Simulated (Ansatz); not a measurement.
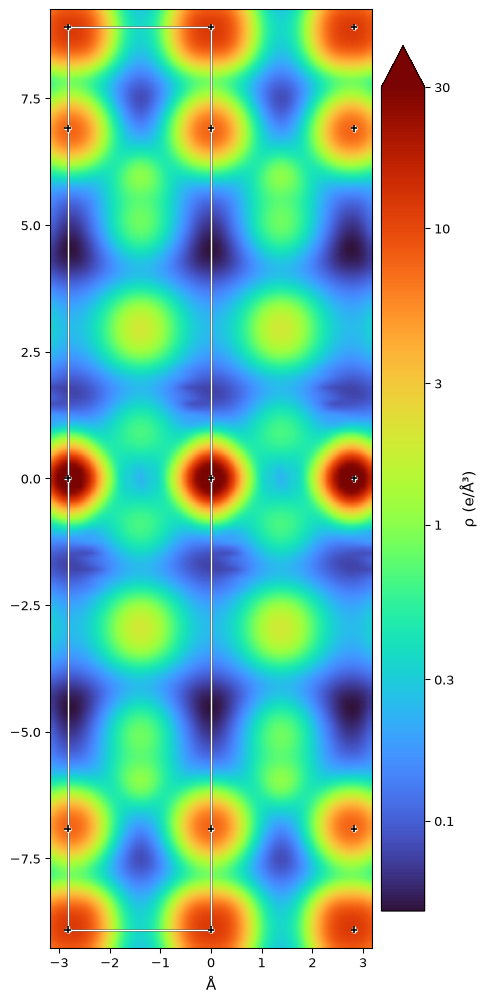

The valence pseudo-density on a plane through atoms (crosses mark nuclei in the plane).

Level of theory: Kohn-Sham DFT of a periodic cell, PBEsol, Ansatz PAW in Ansatz 0.2.0.

Candidates:
A. CoPtO2, a = 2.82 Å, b = 2.82 Å, c = 17.82 Å, α = 90.00°, β = 90.00°, γ = 120.00°. Space group R-3m; a structure from a database of computed crystals, not necessarily the ambient phase; computed pressure about −5 GPa in this cell; the program warned that a starting moment wasn't kept; spin-polarised, but the moments vanished.
B. Co, a = 2.47 Å, b = 2.47 Å, c = 8.09 Å, α = 90.00°, β = 90.00°, γ = 120.00°. Space group P6₃/mmc; a structure from a database of computed crystals, not necessarily the ambient phase; computed pressure about −6 GPa in this cell; spin-polarised.
C. TiAl, a = 2.95 Å, b = 2.95 Å, c = 4.06 Å, α = 90.00°, β = 90.00°, γ = 90.00°. Space group P4/mmm; computed pressure about −11 GPa in this cell.

### Which system is this?

Candidate A: CoPtO2 on the (010) plane of the conventional cell, which holds Pt, Co and O. Pt–O (2.00 Å): the density is about 0.88 e/Å³ at the midpoint.
